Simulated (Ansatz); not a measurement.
System: AlGa2As3 (ordered alloy on zincblende lattice), space group P3m1 (No. 156), 6 atoms in the cell, relaxed with r2SCAN; a = 4.012 Å, c = 9.811 Å (hexagonal axes). Run without spin-orbit coupling: PBE, Ansatz PAW set, 12×12×4 k mesh, 420 eV cutoff, Fermi-Dirac smearing of 0.02 eV (Ansatz). Run with it: PBE, Ansatz PAW set, 12×12×4 k mesh, 420 eV cutoff, Fermi-Dirac smearing of 0.02 eV (Ansatz 0.2.0). Neither carries moments.

Without spin-orbit coupling the direct gap is 0.78 eV at Γ.

What does spin-orbit coupling change near the gap?

Without it a twofold level lies 0.014 eV above a single one. The coupling mixes them into three pairs, the lower two 0.012 and 0.327 eV under the top one. The vertical gap goes from 0.78 to 0.67 eV at Γ. The smallest gap over all k points computed narrows from 0.78 eV (valence top at Γ, conduction bottom at Γ) to 0.67 eV.

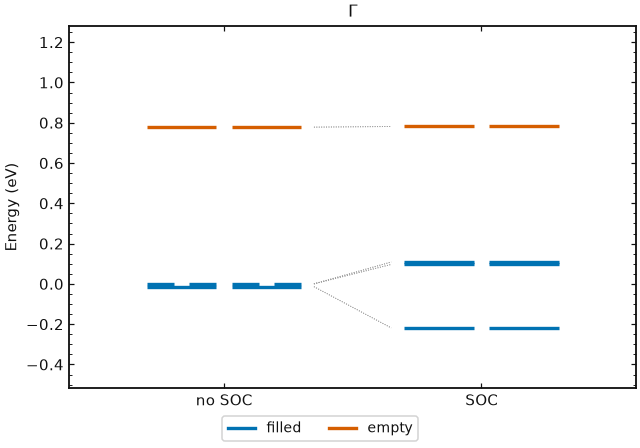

Levels at Γ, each bar one state with spin counted. Zero is the valence top without spin-orbit coupling, and the two sets are aligned on the mean of the six top valence states at Γ.

LDA, GGA and most meta-GGA functionals understate gaps. The cell was built by a generator and needn't be a form met in nature.
